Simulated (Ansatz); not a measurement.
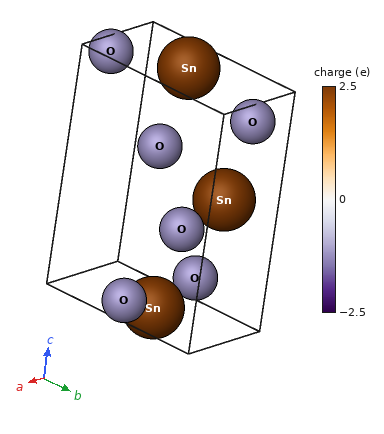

The image is a spheres-only drawing of a crystal, viewed slightly off an axis. The lines enclose the cell (the run's own, in a reduced setting); boundary atoms appear with their images. The atoms of this SnO$_{2}$ cell are coloured by their Bader charge.

Setup: DFT PBE, scalar-relativistic, plane waves, PAW (Ansatz); E_cut = 420 eV, k-points about 0.22 Å⁻¹ apart, Gaussian smearing of 0.02 eV, no spin polarisation.

Question: Interpret the colouring.

Answer: Most positive: Sn; most negative: O. Charges: about Sn +2.5 e; O -1.2 e. The transfer is large, as in an ionic solid.

Its origin is a structure type filled with these elements by a generator (whether the compound takes this form wasn't checked). Earlier steps of the study, as a rule a relaxation of our own, may have changed the cell and positions, so they can lie some per cent off the listed ones. A calculation with Ansatz used it as input.
